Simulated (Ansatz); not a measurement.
La₂O₃

Input

```
crystal:
  lattice:
    - [6.3702727145, 0.0, 0.0]
    - [-3.1851363572, 5.5168179998, 0.0]
    - [0.0, 0.0, 3.2898942108]
  atoms:
    - { symbol: La, position: [0.6666666667, 0.3333333333, 0.498103] }
    - { symbol: La, position: [0.3333333333, 0.6666666667, 0.501897] }
    - { symbol: O, position: [0.504607, 0.0, 0.0] }
    - { symbol: O, position: [0.0, 0.504607, 0.0] }
    - { symbol: O, position: [0.495393, 0.495393, 0.0] }
hamiltonian:
  xc: pbe
  pseudopotentials: { kind: paw }
kpoints:
  mp_grid: { grid: [5, 5, 8] }
scf:
  occupations: { method: fermi_dirac, width: 0.05 }
output:
  forces: true
  stress: true
  eigenvalues: true
  write_density: true
  write_potential: true
  elf: true
  volumetric_format: npy
```

Run with:

```sh
ansatz run input.yaml --threads 2 --pin off --max-ram 5120MiB --backend cpu --events-out ev --progress --plain --runs-dir out
```

Below, planes, directions and counts refer to the conventional cell (a = 6.37 Å, b = 6.37 Å, c = 3.29 Å, α = 90.00°, β = 90.00°, γ = 120.00°).

Space group P321; a structure from a database of computed crystals, not necessarily the ambient phase.

The calculation used Kohn-Sham DFT of a periodic cell, PBE, Ansatz PAW in Ansatz 0.2.0.

The density is the valence pseudo-density of a PAW calculation; it isn't the true density close to the nuclei.

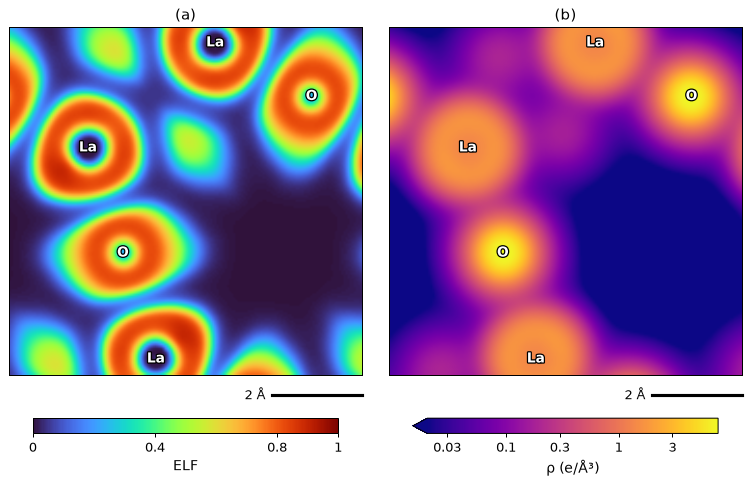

Figure 1. (a) electron localisation function; (b) valence pseudo-density on the (111) plane of the conventional cell.

**Read the bonding off the picture.**

- Atoms in the plane: La and O.
- La–O (2.47 Å): ρ is about 0.41 e/Å³ halfway; the ELF is about 0.25 at the midpoint (a closed-shell, largely ionic contact).
- The density dies away to nearly zero in the voids.
- The features right at La lie inside the PAW spheres, where the map follows smoothed inner orbitals and isn't to be read closely.

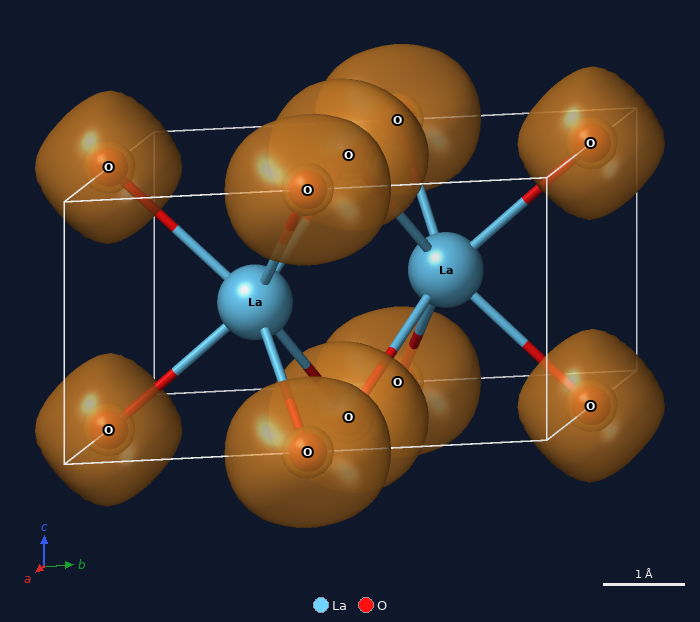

Figure 2. Isosurface of the electron localisation function at 0.65 (orange), seen slightly off an axis. Only the valence region is drawn (cores and ρ < 0.01 e/Å³ removed). Sticks mark near contacts.

**Describe the localisation domains.**

The surface consists of three regions wrapped around O (the valence shell of each), counted in one cell of 5 atoms. Regions shared between cells count once. Profiles from the grid: La–O (2.46 Å): the ELF is about 0.25 at the midpoint: an ionic contact with no shared pair.

**Metal or insulator at this level of theory?**

It is gapped, with a Kohn–Sham gap of 1.6 eV on the k-point mesh (the band edges may lie off the mesh, which would make the gap smaller).
